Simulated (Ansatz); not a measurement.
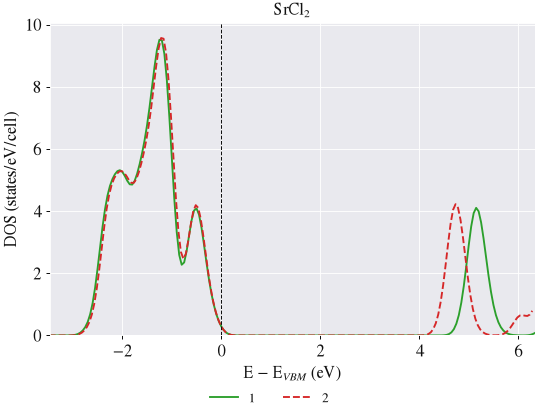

Total densities of states of SrCl2, space group Cm, 3 atoms in the cell, 3R (MoS2) bulk type, uniaxial (x) strain −5.0%, by two methods on the same cell. The curves are built from the levels of the k mesh with Gaussians 0.3 eV wide, which also blur the band edges. Each is counted from its own valence-band top.

Which curve is which? The methods: r2SCAN, PBE.

Answer. 1 is r2SCAN; 2 is PBE. r2SCAN gives a gap of 4.80 eV and PBE gives a gap of 4.39 eV.

Settings. r2SCAN: DFT, r2SCAN, plane waves, PAW, no spin polarisation, 8×8×8 k mesh, 500 eV cutoff (Ansatz). PBE: DFT, PBE, plane waves, PAW, no spin polarisation, 8×8×8 k mesh, 420 eV cutoff, Fermi-Dirac smearing of 0.02 eV (Ansatz).
